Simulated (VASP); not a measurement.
# NaCl: excitons from the Bethe-Salpeter equation, part 4 of 4

What does the electron-hole attraction do to the spectrum of NaCl? The cell is of the rock-salt type, one of the forms listed for this formula. The start is a cell from a database of measured crystal structures.

VASP 6.6.1, plane waves and PAW; the level of theory is named at each step.

So far. Step 4 (G0W0): GW takes the gap from 5.156 to 7.888 eV. The value holds for 104 bands, ENCUTGW = 100 eV and this mesh, and isn't shown to be converged in them. Step 5 (BSE, Tamm-Dancoff): The lowest excitation lies at 7.065 eV, -824 meV against the direct gap of these orbitals. No second mesh in this session tests these energies, peaks and heights.

The database entry behind the starting cell differs from later determinations by our own check (an axis about 0.4 % short against later determinations), so it need not match the best structure at ambient conditions.

### Step 6. Independent quasiparticles

This step: BSE on G0W0 on PBE, independent quasiparticles; plane waves and PAW (Cl_GW, Na_sv_GW) (VASP 6.6.1).

With LADDER and LHARTREE off the pairs don't interact at all, so the lowest line must equal the direct gap.

File INCAR:

```
SYSTEM = NaCl
PREC = Accurate
ENCUT = 400
ISMEAR = 0
SIGMA = 0.01
LREAL = .FALSE.
GGA = PE
NBANDS = 104
ALGO = BSE
NBANDSO = 3
NBANDSV = 4
OMEGAMAX = 25
NEDOS = 1000
CSHIFT = 0.1
PRECFOCK = Fast
LWAVE = .FALSE.
LCHARG = .FALSE.
ENCUTGW = 100
ANTIRES = 0
LADDER = .FALSE.
LHARTREE = .FALSE.
```

File POSCAR:

```
NaCl
1.0
    0.0000000000      2.8100000000      2.8100000000
    2.8100000000      0.0000000000      2.8100000000
    2.8100000000      2.8100000000      0.0000000000
Cl Na
1 1
Direct
    0.5000000000      0.5000000000      0.5000000000
    0.0000000000      0.0000000000      0.0000000000
```

File KPOINTS:

```
Automatic mesh
0
Gamma
10 10 10
0 0 0
```

The projector-augmented-wave data sets are Cl_GW and Na_sv_GW (PBE family, release 64).

The run is started by

```
$ mpirun -np 8 vasp_std
```

The log of the run:

```text
[banner, memory and clock lines left out]
 LDA part: xc-table for (Slater+PW92), standard interpolation
 found WAVECAR, reading the header
 POSCAR, INCAR and KPOINTS ok, starting setup
 FFT: planning ... GRIDC
 FFT: planning ... GRID_SOFT
 FFT: planning ... GRID
 reading WAVECAR
 the WAVECAR file was read successfully
 initial charge from wavefunction
 available memory per node:     41.90 GB, setting MAXMEM to     42904

 Doing            0  frequencies on each core in blocks of            0
 parallelization over k-points
 Using distributed matrix
 Using distributed eigensolver
 allocating two-electron 4 orbital integral table    3    4    3    4
 BSE setting up matrix
 available memory per node:     41.23 GB, setting MAXMEM to     42222
 Calculate matrix elements of the BSE Hamiltonian:
 Workload is divided into blocks of two-electron 4 orbital integrals computed in
  parallel.
 Each block/integral has dimensions  of (   3,   4,   3,   4) orbitals
 Total number of blocks/integrals:               500500
 Number of spins:                                     1
 Number of kpoints:                                1000
 Spin channel:                                        1
  Number of blocks of unoccupied bands:               1
  Number of blocks of occupied bands:                 1
 Number of rows/columns of blocks:                 1000

                                                        Time (sec)
               Integrals                 Ranks       Real         CPU
  [         1 -       8000/    500500]     8         0.36        0.00
  [      8001 -      16000/    500500]     8         0.69        0.00
  [     16001 -      24000/    500500]     8         1.01        0.00
  [     24001 -      32000/    500500]     8         1.36        0.00
  [     32001 -      40000/    500500]     8         1.75        0.00
  [     40001 -      48000/    500500]     8         2.14        0.00
  [     48001 -      56000/    500500]     8         2.52        0.00
  [     56001 -      64000/    500500]     8         2.89        0.00
  [     64001 -      72000/    500500]     8         3.20        0.00
  [     72001 -      80000/    500500]     8         3.58        0.00
  [     80001 -      88000/    500500]     8         3.90        0.00
  [     88001 -      96000/    500500]     8         4.25        0.00
  [     96001 -     104000/    500500]     8         4.63        0.00
  [    104001 -     112000/    500500]     8         4.96        0.00
  [    112001 -     120000/    500500]     8         5.28        0.00
  [    120001 -     128000/    500500]     8         5.64        0.00
  [    128001 -     136000/    500500]     8         6.01        0.00
  [    136001 -     144000/    500500]     8         6.36        0.00
  [    144001 -     152000/    500500]     8         6.67        0.00
  [    152001 -     160000/    500500]     8         6.98        0.00
  [    160001 -     168000/    500500]     8         7.30        0.00
  [    168001 -     176000/    500500]     8         7.63        0.00
  [    176001 -     184000/    500500]     8         8.06        0.00
  [    184001 -     192000/    500500]     8         8.39        0.00
  [    192001 -     200000/    500500]     8         8.70        0.00
  [    200001 -     208000/    500500]     8         9.02        0.00
  [    208001 -     216000/    500500]     8         9.32        0.00
  [    216001 -     224000/    500500]     8         9.70        0.00
  [    224001 -     232000/    500500]     8        10.08        0.00
  [    232001 -     240000/    500500]     8        10.40        0.00
  [    240001 -     248000/    500500]     8        10.70        0.00
  [    248001 -     256000/    500500]     8        11.01        0.00
  [    256001 -     264000/    500500]     8        11.31        0.00
  [    264001 -     272000/    500500]     8        11.64        0.00
  [    272001 -     280000/    500500]     8        11.93        0.00
  [    280001 -     288000/    500500]     8        12.24        0.00
  [    288001 -     296000/    500500]     8        12.58        0.00
  [    296001 -     304000/    500500]     8        12.93        0.00
  [    304001 -     312000/    500500]     8        13.22        0.00
  [    312001 -     320000/    500500]     8        13.52        0.00
  [    320001 -     328000/    500500]     8        13.81        0.00
  [    328001 -     336000/    500500]     8        14.15        0.00
  [    336001 -     344000/    500500]     8        14.46        0.00
  [    344001 -     352000/    500500]     8        14.76        0.00
  [    352001 -     360000/    500500]     8        15.06        0.00
  [    360001 -     368000/    500500]     8        15.42        0.00
  [    368001 -     376000/    500500]     8        15.74        0.00
  [    376001 -     384000/    500500]     8        16.04        0.00
  [    384001 -     392000/    500500]     8        16.34        0.00
  [    392001 -     400000/    500500]     8        16.61        0.00
  [    400001 -     408000/    500500]     8        16.93        0.00
  [    408001 -     416000/    500500]     8        17.21        0.00
  [    416001 -     424000/    500500]     8        17.54        0.00
  [    424001 -     432000/    500500]     8        17.85        0.00
[...]
[    496001 -     500000/    500500]     8        20.56        0.00
  [    500001 -     500500/    500500]     8        20.60        0.00

[... 7 parts as in an earlier step ...]
```

It took 5.4 min on 8 MPI ranks of Intel Xeon 6975P-C (Granite Rapids), shared host; peak memory 11 GiB; 43 min of CPU time.

Parts of OUTCAR (step 6):

```text
   NELECT =      16.0000    total number of electrons

 E-fermi :   1.2810

[... 8 parts as in an earlier step ...]

[... 2 further parts left out ...]
```

Numbers from this step:

```yaml
lowest_excitation: 7.888 eV
```

The imaginary dielectric function, xx has structure finer than the step of the table below, so its rows give means over 1 eV, whole bins alone (the curve runs from 0 to 25 eV). Peaks (eV: height): 9.2: 1.49, 10.6: 3.48, 12.0: 5.36, 13.0: 3.90, 14.0: 4.90.

From 3 filled and 4 empty bands alone, without any pair above OMEGAMAX = 25 eV, so strength is missing wherever others contribute; lines are broadened by CSHIFT, which also makes the tail under the first line. Table of imaginary dielectric function, xx by photon energy; means over each step:

| photon energy (eV) | imaginary dielectric function, xx |
| --- | --- |
| 1 | 0.00151 |
| 2 | 0.00318 |
| 3 | 0.00519 |
| 4 | 0.00781 |
| 5 | 0.0117 |
| 6 | 0.0183 |
| 7 | 0.0345 |
| 8 | 0.283 |
| 9 | 0.728 |
| 10 | 1.45 |
| 11 | 2.86 |
| 12 | 3.89 |
| 13 | 3.11 |
| 14 | 4.08 |
| 15 | 2.83 |
| 16 | 1.37 |
| 17 | 0.581 |
| 18 | 0.126 |
| 19 | 0.0329 |
| 20 | 0.0181 |
| 21 | 0.0124 |
| 22 | 0.00924 |
| 23 | 0.00716 |
| 24 | 0.00570 |

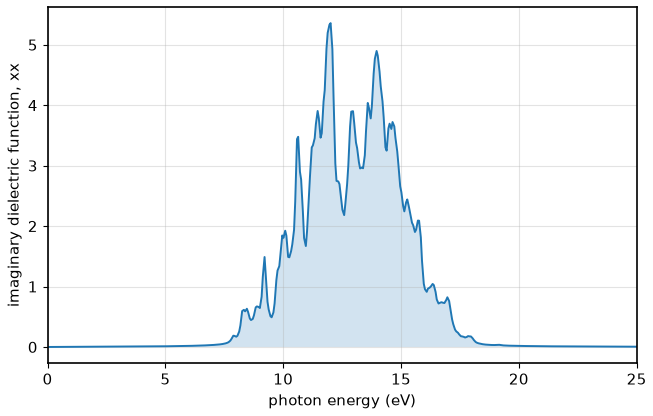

Imaginary dielectric function, xx against photon energy.

The lowest excitation lies at 7.888 eV, +824 meV against the Tamm-Dancoff singlet. No second mesh in this session tests these energies, peaks and heights.

### Step 7. Summary

This step: BSE on G0W0 on PBE; plane waves and PAW (VASP 6.6.1).

This step runs nothing: it gathers the runs above.

Cost is wall time times ranks on a shared host, for this step alone, without the steps before it. Excitations by level:

| level | first excitation (eV) | cost (core minutes) |
| --- | --- | --- |
| BSE, Tamm-Dancoff | 7.065 | 73.76 |
| independent quasiparticles | 7.888 | 43.35 |

### Step 8. Outcome

* BSE, Tamm-Dancoff: lowest vertical excitation 7.065 eV; direct gap 7.888 eV
* independent quasiparticles: lowest vertical excitation 7.888 eV; direct gap 7.888 eV

The Bethe-Salpeter equation puts the lowest vertical singlet excitation at 7.065 eV, 0.82 eV below the direct gap of 7.888 eV; the states within 10 meV of it carry 100 % of the strength of the strongest such group among the lowest 40 states. Attraction and local fields together move the centre of weight of eps2 xx over the computed range by -2.29 eV against the run of independent quasiparticles. The spectra were run on one mesh, so the distance from the gap isn't shown to be converged; coarse meshes tend to overstate it. Bands, response cutoff and mesh of the GW step weren't tested in this session. Only the bands set by NBANDSO and NBANDSV form pairs, and any pair above OMEGAMAX = 25 eV is dropped, so the spectrum is that of this window; the window can cut degenerate bands. Not tabulated here, as repeats of values shown or as unfit to read for their mesh, reference level or band range: eps2 curves (empty bands); eps1 curves and static values (BSE, empty bands, independent quasiparticles); gaps (empty bands); line lists of runs without attraction (independent quasiparticles).

[Lines on the potential files, build, host, timing and source positions are cut from VASP's logs without a mark.]

[Logs are printed without paths, hosts, clocks, repeated set-up lines and the standing remarks that a program may print on its own settings, such as how far it seeks lower states.]

[Hosts, paths, dates, database ids (printed as entryN), source tags and the programs' standing remarks are cut or masked in the printed files.]

[Pressures printed for these runs are not shown converged in the cutoff: they can be off by several GPa and have the wrong sign.]
